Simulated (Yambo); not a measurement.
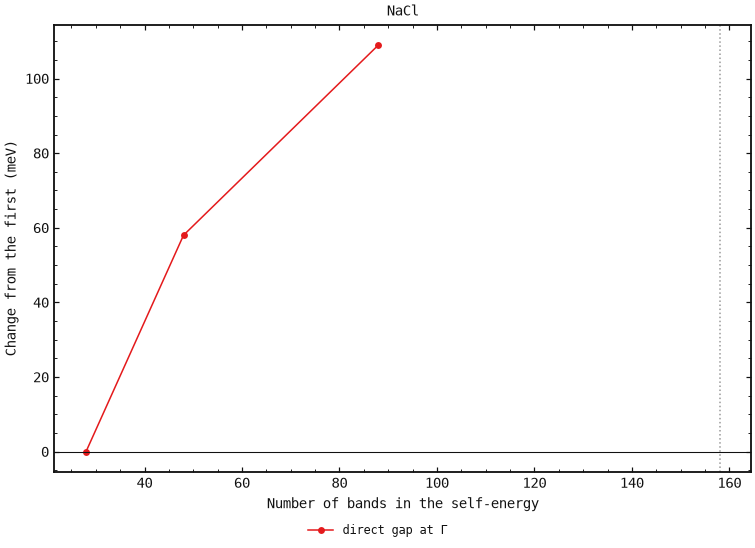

G0W0 gaps of rocksalt NaCl, space group Fm-3m, 2 atoms in the primitive cell (cubic a = 5.588 Å) as the number of bands in the self-energy is raised, all else fixed. Method: LDA, PseudoDojo 0.4.1 SR LDA standard, no spin polarisation, no spin-orbit coupling, 6×6×6 k mesh, 1197 eV cutoff, fixed occupations (Yambo 5.3.0).

| number of bands in the self-energy | direct gap at Γ (eV) |
| --- | --- |
| 28 | 7.849 |
| 48 | 7.907 |
| 88 | 7.958 |

Question: Estimate the values at 158 (dotted line), and the limit.

Answer: Lines in 1/N (N being the number of bands in the self-energy) through the last three points give 7.977 eV for the direct gap at Γ. The run gives 7.980 eV. The same form through the last three runs, this one included, points to 8.01 eV in the limit of this setting.

The cell is a database's computed one. The settings that aren't varied aren't converged either.
